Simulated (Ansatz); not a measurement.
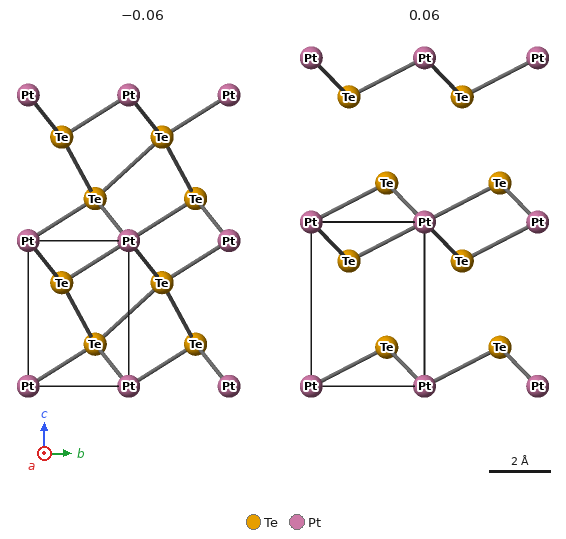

A crystal of Te₂Pt (set up in P-3m1), under equal strain along all axes (cell held, atoms relaxed), with energies (extrapolated to zero smearing) counted from the relaxed crystal, which is the row at zero. The picture shows the first and the last member. The picture is a ball-and-stick view of the cell of the calculation, repeated 1 × 2 × 2 with one cell outlined, seen along the a axis.

Computed with Ansatz 0.2.0: DFT PBE+D3(BJ), scalar-relativistic, plane waves, PAW. Set-up: plane-wave cutoff 420 eV; k-point mesh 12 × 12 × 8; occupations gaussian; smearing width 0.1 eV; no spin polarisation; atoms relaxed in a fixed cell; force threshold 0.008 eV/Å.

```csv
strain,energy (meV/atom),a (Å),c (Å)
−0.06,255.71,3.810,4.786
−0.04,?,?,?
−0.02,23.47,3.972,4.989
0.0,0.00,4.053,5.091
0.02,18.98,4.134,5.193
0.04,69.96,4.215,5.295
0.06,144.89,4.297,5.396
```

Question: Fill in the missing row.

Answer: A parabola through three neighbouring rows (−0.06, −0.02, 0.0) gives, with Lagrange weights, (0.3333)(255.71) + (1.0000)(23.47) + (−0.3333)(0.00) = 108.70 meV/atom. The calculation gives 102.60 meV/atom (a = 3.891 Å, c = 4.887 Å). The estimate is 6.10 meV/atom too high. From the first member to the last: Te–Te 2.988 → 3.766 Å, Pt–Te 2.598 → 2.792 Å.

The whole series:

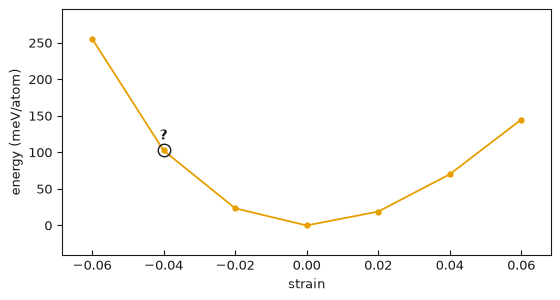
